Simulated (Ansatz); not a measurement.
# Run report: Si$_{12}$O$_{23}$ (charge +2), geometry relaxation (part 4 of 4)

Continued. System: Si$_{12}$O$_{23}$ (defect cell, 35 atoms in the cell, total charge +2). Method: DFT, PBE, plane-wave PAW, default files, scalar-relativistic, no spin polarisation (Ansatz 0.2.0); cutoff 420 eV, 2×2×2 k-mesh, Fermi–Dirac smearing of 0.01 eV. The structure derives from a Materials Project entry. It belongs to a series of runs on one base structure; here: O vacancy, charge +2, ions relaxed.

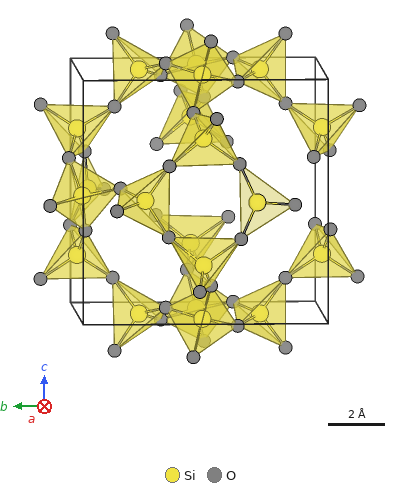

Fig. 1: The geometry at step 7 of the log (polyhedral view of the cell of the calculation, seen at an oblique angle; polyhedra are completed across the faces of the cell).

## Trajectory as extended XYZ, continued
```
35
Lattice="8.9170 0.0000 0.0000 0.0000 8.9170 0.0000 0.0000 0.0000 8.9170" Properties=species:S:1:pos:R:3:forces:R:3 step=4 energy=-20718.64791
Si    2.3257   -0.1384    4.4769   -0.3728   1.7026  -0.0836
Si    6.6187    4.4919    0.0018   -0.3069  -0.0111  -0.1457
Si    0.3511    2.4373    4.4143    1.3816   0.0209  -0.0622
Si    4.4253    6.7098    0.0037   -0.0152   0.5081  -0.1121
Si    4.4388    0.0753    2.1442    0.2663  -1.1479   1.1471
Si   -0.0891    4.4742    6.7743    1.3221  -0.1603  -1.0741
Si    4.4250    2.2983    0.0018    0.0111   0.3069  -0.1457
Si    0.1384    6.5912    4.4769   -1.7026   0.3728  -0.0836
Si    2.2072    4.4917    0.0037   -0.5081   0.0152  -0.1121
Si    6.4797   -0.3511    4.4143   -0.0209  -1.3816  -0.0622
Si   -0.0753    4.4782    2.1442    1.1479  -0.2663   1.1471
Si    4.4428    0.0891    6.7743    0.1603  -1.3221  -1.0741
O     3.0978    5.8192    0.1618   -0.0722   0.0722   0.0959
O     4.2663    1.4029    1.3353   -0.1162   0.5223  -0.3202
O     8.7590    5.7555    5.7974   -0.2559  -0.3350   0.0252
O     7.5141    4.6507    1.3353   -0.5223   0.1162  -0.3202
O     3.1615    0.1580    5.7974    0.3350   0.2559   0.0252
O     1.4251    7.4919    4.6356    0.1961  -0.1961   0.1270
O     5.7497    3.1673    0.1857    0.0358  -0.0358   0.2308
O     4.6173    7.6451    1.3196    0.1376  -0.3050  -0.3762
O     0.1827    3.0846    5.8160   -0.6959   0.6431   0.7100
O     1.2719    4.2997    1.3196    0.3050  -0.1376  -0.3762
O     5.8324    8.7343    5.8160   -0.6431   0.6959   0.7100
O     1.3138    1.2163    4.3282   -0.1604  -0.8505  -0.0853
O     5.7453    5.8190    8.7436    0.1050   0.0063  -0.1078
O     4.6369    1.4238    7.5715    0.2102   0.4928   0.3673
O     0.1634    5.7375    3.1355   -0.0691  -0.4345  -0.0972
O     1.2574    4.6250    7.6062    0.3141   0.0162   0.4899
O     5.8682    0.1645    3.0776   -0.6960   0.5408  -0.5020
O     3.0980    3.1717    8.7436   -0.0063  -0.1050  -0.1078
O     7.7007    7.6032    4.3282    0.8505   0.1604  -0.0853
O     8.7525    3.0488    3.0776   -0.5408   0.6960  -0.5020
O     4.2919    7.6596    7.6062   -0.0162  -0.3141   0.4899
O     3.1795    8.7535    3.1355    0.4345   0.0691  -0.0972
O     7.4932    4.2801    7.5715   -0.4928  -0.2102   0.3673
35
Lattice="8.9170 0.0000 0.0000 0.0000 8.9170 0.0000 0.0000 0.0000 8.9170" Properties=species:S:1:pos:R:3:forces:R:3 step=5 energy=-20718.80818
Si    2.2457   -0.0216    4.4660   -0.9098   0.1086   0.0997
Si    6.6876    4.4341   -0.0021    0.1232  -0.1416   0.0215
Si    0.4086    2.5976    4.4246    1.0987  -0.5051  -0.5756
Si    4.4655    6.6316    0.0053    0.6897   0.4101  -0.1966
Si    4.3665   -0.0208    2.1417   -0.0587  -0.3115   0.5756
Si    0.0112    4.5600    6.7806    0.0705   0.2265  -0.6382
Si    4.4829    2.2294   -0.0021    0.1416  -0.1232   0.0215
Si    0.0216    6.6713    4.4660   -0.1086   0.9098   0.0997
Si    2.2853    4.4515    0.0053   -0.4101  -0.6897  -0.1966
Si    6.3194   -0.4086    4.4246    0.5051  -1.0987  -0.5756
Si    0.0208    4.5504    2.1417    0.3115   0.0587   0.5756
Si    4.3570   -0.0112    6.7806   -0.2265  -0.0705  -0.6382
O     3.1655    5.7515    0.1654   -0.1524   0.1524   0.3053
O     4.2668    1.3227    1.3300   -0.0037   0.5655  -0.6778
O     8.7445    5.8293    5.7934   -0.1187  -0.6607   0.6744
O     7.5943    4.6502    1.3300   -0.5655   0.0037  -0.6778
O     3.0877    0.1724    5.7934    0.6607   0.1187   0.6744
O     1.2966    7.6204    4.6147   -0.0841   0.0841   0.0455
O     5.8300    3.0870    0.1906   -0.0008   0.0008   0.0721
O     4.6029    7.5515    1.3272    0.0645  -0.0309  -0.0056
O     0.2556    3.2217    5.8128   -0.5101   0.3795   0.9260
O     1.3655    4.3140    1.3272    0.0309  -0.0645  -0.0056
O     5.6953    8.6614    5.8128   -0.3795   0.5101   0.9260
O     1.2946    1.3345    4.3395    0.0778  -0.8318  -0.1726
O     5.8010    5.7506    8.7393   -0.3909   0.4236  -0.0988
O     4.6360    1.3356    7.5646    0.1828   0.2484   0.4893
O     0.1432    5.8182    3.1375    0.0867  -0.5772  -0.5651
O     1.3558    4.6543    7.6119    0.1182   0.1436   0.1993
O     5.7459    0.0957    3.0799   -0.2430   0.5921  -0.2668
O     3.1664    3.1160    8.7393   -0.4236   0.3909  -0.0988
O     7.5825    7.6223    4.3395    0.8318  -0.0778  -0.1726
O     8.8213    3.1711    3.0799   -0.5921   0.2430  -0.2668
O     4.2627    7.5611    7.6119   -0.1436  -0.1182   0.1993
O     3.0988    8.7738    3.1375    0.5772  -0.0867  -0.5651
O     7.5814    4.2809    7.5646   -0.2484  -0.1828   0.4893
35
Lattice="8.9170 0.0000 0.0000 0.0000 8.9170 0.0000 0.0000 0.0000 8.9170" Properties=species:S:1:pos:R:3:forces:R:3 step=6 energy=-20719.08688
Si    2.2776   -0.0791    4.4833    0.3941  -0.0743   0.1411
Si    6.6323    4.4739   -0.0094   -0.1981   0.0508  -0.1026
Si    0.4891    2.5411    4.3884   -0.4365  -0.1488   0.3732
Si    4.4413    6.7010    0.0072   -0.2559  -0.2323   0.0007
Si    4.4239    0.0370    2.1632    0.0364   0.1855  -0.5786
Si   -0.0526    4.4908    6.7552    0.1624   0.0198   0.5535
Si    4.4430    2.2847   -0.0094   -0.0508   0.1981  -0.1026
Si    0.0791    6.6394    4.4833    0.0743  -0.3941   0.1411
Si    2.2159    4.4757    0.0072    0.2323   0.2559   0.0007
Si    6.3759   -0.4891    4.3884    0.1488   0.4365   0.3732
Si   -0.0370    4.4931    2.1632   -0.1855  -0.0364  -0.5786
Si    4.4262    0.0526    6.7552   -0.0198  -0.1624   0.5535
O     3.0997    5.8173    0.1972    0.1158  -0.1158   0.0469
O     4.2532    1.3903    1.3230   -0.0974  -0.6535   0.3191
O     8.7072    5.7724    5.8058   -0.1994   0.2733  -0.5658
O     7.5267    4.6638    1.3230    0.6535   0.0974   0.3191
O     3.1446    0.2098    5.8058   -0.2733   0.1994  -0.5658
O     1.3913    7.5257    4.6752    0.2426  -0.2426  -0.0023
O     5.7813    3.1357    0.2213   -0.1957   0.1957   0.1098
O     4.6519    7.5983    1.3439    0.0070   0.1304  -0.0739
O     0.2107    3.1246    5.8338    0.1443  -0.4139  -1.1161
O     1.3187    4.2651    1.3439   -0.1304  -0.0070  -0.0739
O     5.7923    8.7063    5.8338    0.4139  -0.1443  -1.1161
O     1.2122    1.1565    4.3006   -0.3746   0.7181  -0.1308
O     5.7669    5.8179    8.7050    0.0440  -0.2533  -0.0492
O     4.6832    1.4111    7.5629    0.0142  -0.4625  -0.1337
O     0.1532    5.7406    3.1539    0.0423   0.2274   0.4659
O     1.2925    4.6499    7.6084   -0.3115   0.1237   0.0334
O     5.8300    0.1897    3.0656    0.0826  -0.2734   0.7868
O     3.0991    3.1500    8.7050    0.2533  -0.0440  -0.0492
O     7.7605    7.7048    4.3006   -0.7181   0.3746  -0.1308
O     8.7273    3.0870    3.0656    0.2734  -0.0826   0.7868
O     4.2671    7.6244    7.6084   -0.1237   0.3115   0.0334
O     3.1764    8.7638    3.1539   -0.2274  -0.0423   0.4659
O     7.5059    4.2337    7.5629    0.4625  -0.0142  -0.1337
35
Lattice="8.9170 0.0000 0.0000 0.0000 8.9170 0.0000 0.0000 0.0000 8.9170" Properties=species:S:1:pos:R:3:forces:R:3 step=7 energy=-20719.34610
Si    2.2585   -0.0738    4.5101   -0.1669  -0.2729   0.1741
Si    6.6586    4.4650   -0.0199    0.0199   0.0930  -0.0220
Si    0.4935    2.5600    4.3940    0.0572  -0.2870   0.1214
Si    4.4494    6.6624   -0.0076    0.0564   0.0488  -0.3949
Si    4.3774    0.0019    2.1520   -0.1988  -0.0316  -0.0250
Si   -0.0005    4.5505    6.7774   -0.0353  -0.0618  -0.1997
Si    4.4520    2.2583   -0.0199   -0.0930  -0.0199  -0.0220
Si    0.0738    6.6584    4.5101    0.2729   0.1669   0.1741
Si    2.2546    4.4676   -0.0076   -0.0488  -0.0564  -0.3949
Si    6.3570   -0.4935    4.3940    0.2870  -0.0572   0.1214
Si   -0.0019    4.5396    2.1520    0.0316   0.1988  -0.0250
Si    4.3665    0.0005    6.7774    0.0618   0.0353  -0.1997
O     3.1661    5.7509    0.3244    0.1426  -0.1426   0.1252
O     4.1680    1.3425    1.3028   -0.0496  -0.0331   0.0305
O     8.5512    5.8014    5.8056    0.0648  -0.1997  -0.2082
O     7.5745    4.7490    1.3028    0.0331   0.0496   0.0305
O     3.1156    0.3658    5.8056    0.1997  -0.0648  -0.2082
O     1.4265    7.4905    4.8388   -0.1725   0.1725  -0.2618
O     5.7531    3.1638    0.2925   -0.1300   0.1300  -0.0400
O     4.7151    7.6058    1.2879   -0.0003   0.1622   0.0813
O     0.3494    3.2092    5.8116    0.0402  -0.0224  -0.1529
O     1.3112    4.2019    1.2879   -0.1622   0.0003   0.0813
O     5.7078    8.5676    5.8116    0.0224  -0.0402  -0.1529
O     1.1642    1.1484    4.2419   -0.2502   0.3775  -0.0166
O     5.7842    5.7974    8.5687   -0.0823  -0.1217   0.1330
O     4.7889    1.3035    7.6134   -0.0652  -0.0601   0.1800
O     0.2402    5.7995    3.1582    0.0104  -0.2798  -0.0687
O     1.3481    4.8414    7.5937   -0.0699  -0.1054   0.2852
O     5.7362    0.1843    3.1198    0.0276  -0.0075   0.1708
O     3.1196    3.1328    8.5687    0.1217   0.0823   0.1330
O     7.7686    7.7528    4.2419   -0.3775   0.2502  -0.0166
O     8.7327    3.1808    3.1198    0.0075  -0.0276   0.1708
O     4.0756    7.5688    7.5937    0.1054   0.0699   0.2852
O     3.1175    8.6768    3.1582    0.2798  -0.0104  -0.0687
O     7.6135    4.1281    7.6134    0.0601   0.0652   0.1800
35
Lattice="8.9170 0.0000 0.0000 0.0000 8.9170 0.0000 0.0000 0.0000 8.9170" Properties=species:S:1:pos:R:3:forces:R:3 step=8 energy=-20719.42383
Si    2.2631   -0.0694    4.4817   -0.0013   0.1278  -0.0712
Si    6.6586    4.4819    0.0052   -0.0902  -0.0387  -0.0270
Si    0.4944    2.5626    4.4038    0.0303   0.0575  -0.0280
Si    4.4493    6.6720   -0.0192    0.0205  -0.0651   0.1598
Si    4.3673    0.0015    2.1574    0.1140   0.0402  -0.1326
Si   -0.0019    4.5210    6.7604    0.0567   0.0304   0.2689
Si    4.4351    2.2583    0.0052    0.0387   0.0902  -0.0270
Si    0.0694    6.6539    4.4817   -0.1278   0.0013  -0.0712
Si    2.2449    4.4677   -0.0192    0.0651  -0.0205   0.1598
Si    6.3543   -0.4944    4.4038   -0.0575  -0.0303  -0.0280
Si   -0.0015    4.5496    2.1574   -0.0402  -0.1140  -0.1326
Si    4.3960    0.0019    6.7604   -0.0304  -0.0567   0.2689
O     3.1991    5.7178    0.3450   -0.0494   0.0494  -0.0253
O     4.1483    1.3628    1.3415   -0.0318   0.0052   0.0439
O     8.5745    5.7163    5.7219   -0.0286   0.0295   0.0247
O     7.5542    4.7687    1.3415   -0.0052   0.0318   0.0439
O     3.2007    0.3425    5.7219   -0.0295   0.0286   0.0247
O     1.3365    7.5805    4.8258    0.0668  -0.0668   0.0725
O     5.7245    3.1925    0.2853    0.0189  -0.0189   0.0186
O     4.7329    7.6372    1.2659    0.0181  -0.0344  -0.0195
O     0.3544    3.1573    5.8431   -0.0051  -0.0558   0.0729
O     1.2798    4.1841    1.2659    0.0344  -0.0181  -0.0195
O     5.7597    8.5626    5.8431    0.0558   0.0051   0.0729
O     1.2300    1.2060    4.1908    0.0578  -0.1474   0.0123
O     5.7791    5.8003    8.5798    0.0504   0.0678  -0.0334
O     4.7620    1.2764    7.6597    0.0216   0.0478  -0.0641
O     0.3116    5.7975    3.1419    0.0426   0.0948  -0.0229
O     1.3213    4.8486    7.6118   -0.0047   0.0050  -0.1833
O     5.7031    0.2072    3.1638   -0.0861   0.0354  -0.0330
O     3.1167    3.1379    8.5798   -0.0678  -0.0504  -0.0334
O     7.7110    7.6870    4.1908    0.1474  -0.0578   0.0123
O     8.7098    3.2139    3.1638   -0.0354   0.0861  -0.0330
O     4.0684    7.5957    7.6118   -0.0050   0.0047  -0.1833
O     3.1195    8.6054    3.1419   -0.0948  -0.0426  -0.0229
O     7.6406    4.1550    7.6597   -0.0478  -0.0216  -0.0641
35
Lattice="8.9170 0.0000 0.0000 0.0000 8.9170 0.0000 0.0000 0.0000 8.9170" Properties=species:S:1:pos:R:3:forces:R:3 step=9 energy=-20719.44348
Si    2.2633   -0.0763    4.4740    0.0026  -0.0111  -0.0076
Si    6.6538    4.4867    0.0048   -0.0022  -0.0099  -0.0134
Si    0.5040    2.5632    4.4209   -0.0180  -0.0116  -0.0489
Si    4.4484    6.6709   -0.0198   -0.0234   0.0075   0.0153
Si    4.3594    0.0047    2.1521   -0.0025  -0.0052   0.0028
Si    0.0061    4.5208    6.7693   -0.0199   0.0359  -0.0527
Si    4.4303    2.2632    0.0048    0.0099   0.0022  -0.0134
Si    0.0763    6.6537    4.4740    0.0111  -0.0026  -0.0076
Si    2.2461    4.4686   -0.0198   -0.0075   0.0234   0.0153
Si    6.3538   -0.5040    4.4209    0.0116   0.0180  -0.0489
Si   -0.0047    4.5576    2.1521    0.0052   0.0025   0.0028
Si    4.3962   -0.0061    6.7693   -0.0359   0.0199  -0.0527
O     3.1964    5.7206    0.3503    0.0080  -0.0080   0.0080
O     4.1520    1.3762    1.3500    0.0101   0.0053   0.0052
O     8.5781    5.6978    5.7031    0.0050  -0.0223   0.0125
O     7.5408    4.7650    1.3500   -0.0053  -0.0101   0.0052
O     3.2192    0.3389    5.7031    0.0223  -0.0050   0.0125
O     1.3631    7.5539    4.8378   -0.0080   0.0080   0.0052
O     5.7191    3.1979    0.2782   -0.0030   0.0030  -0.0011
O     4.7361    7.6503    1.2506    0.0028  -0.0136  -0.0147
O     0.3566    3.1372    5.8696   -0.0045  -0.0029   0.0480
O     1.2667    4.1809    1.2506    0.0136  -0.0028  -0.0147
O     5.7798    8.5604    5.8696    0.0029   0.0045   0.0480
O     1.2100    1.1874    4.2037    0.0129  -0.0087   0.0126
O     5.7856    5.8121    8.5773    0.0079   0.0054  -0.0043
O     4.7517    1.2774    7.6603    0.0036  -0.0169   0.0034
O     0.3113    5.8312    3.1085   -0.0003   0.0137   0.0080
O     1.3418    4.8572    7.5934    0.0037   0.0001  -0.0030
O     5.6752    0.1859    3.1865   -0.0139  -0.0047   0.0303
O     3.1048    3.1314    8.5773   -0.0054  -0.0079  -0.0043
O     7.7296    7.7070    4.2037    0.0087  -0.0129   0.0126
O     8.7311    3.2418    3.1865    0.0047   0.0139   0.0303
O     4.0598    7.5751    7.5934   -0.0001  -0.0037  -0.0030
O     3.0857    8.6057    3.1085   -0.0137   0.0003   0.0080
O     7.6396    4.1653    7.6603    0.0169  -0.0036   0.0034
35
Lattice="8.9170 0.0000 0.0000 0.0000 8.9170 0.0000 0.0000 0.0000 8.9170" Properties=species:S:1:pos:R:3:forces:R:3 step=10 energy=-20719.44599
Si    2.2618   -0.0782    4.4660    0.0034   0.0063   0.0007
Si    6.6548    4.4892    0.0005   -0.0020   0.0004   0.0046
Si    0.5060    2.5646    4.4315    0.0047   0.0084  -0.0040
Si    4.4473    6.6706   -0.0188   -0.0028  -0.0055   0.0052
Si    4.3557    0.0072    2.1515    0.0004  -0.0002  -0.0007
Si    0.0155    4.5246    6.7669   -0.0018   0.0075   0.0151
Si    4.4278    2.2622    0.0005   -0.0004   0.0020   0.0046
Si    0.0782    6.6552    4.4660   -0.0063  -0.0034   0.0007
Si    2.2464    4.4697   -0.0188    0.0055   0.0028   0.0052
Si    6.3524   -0.5060    4.4315   -0.0084  -0.0047  -0.0040
Si   -0.0072    4.5613    2.1515    0.0002  -0.0004  -0.0007
Si    4.3923   -0.0155    6.7669   -0.0075   0.0018   0.0151
O     3.2040    5.7130    0.3641    0.0027  -0.0027  -0.0040
O     4.1649    1.3856    1.3566    0.0028  -0.0015  -0.0015
O     8.5863    5.6871    5.6877    0.0015  -0.0025  -0.0083
O     7.5314    4.7521    1.3566    0.0015  -0.0028  -0.0015
O     3.2299    0.3307    5.6877    0.0025  -0.0015  -0.0083
O     1.3628    7.5542    4.8377   -0.0005   0.0005   0.0006
O     5.7179    3.1991    0.2542   -0.0028   0.0028   0.0023
O     4.7379    7.6577    1.2451   -0.0015  -0.0008  -0.0048
O     0.3652    3.1288    5.8863   -0.0012  -0.0096  -0.0050
O     1.2593    4.1791    1.2451    0.0008   0.0015  -0.0048
O     5.7882    8.5518    5.8863    0.0096   0.0012  -0.0050
O     1.2085    1.1880    4.2088    0.0005  -0.0002  -0.0020
O     5.7895    5.8183    8.5773   -0.0010   0.0045   0.0005
O     4.7393    1.2662    7.6628   -0.0010  -0.0045  -0.0008
O     0.3096    5.8473    3.0917    0.0007   0.0044  -0.0024
O     1.3509    4.8696    7.5907   -0.0028  -0.0010  -0.0065
O     5.6576    0.1799    3.2050    0.0017  -0.0047   0.0105
O     3.0987    3.1274    8.5773   -0.0045   0.0010   0.0005
O     7.7290    7.7084    4.2088    0.0002  -0.0005  -0.0020
O     8.7371    3.2594    3.2050    0.0047  -0.0017   0.0105
O     4.0474    7.5660    7.5907    0.0010   0.0028  -0.0065
O     3.0697    8.6074    3.0917   -0.0044  -0.0007  -0.0024
O     7.6508    4.1777    7.6628    0.0045   0.0010  -0.0008
```
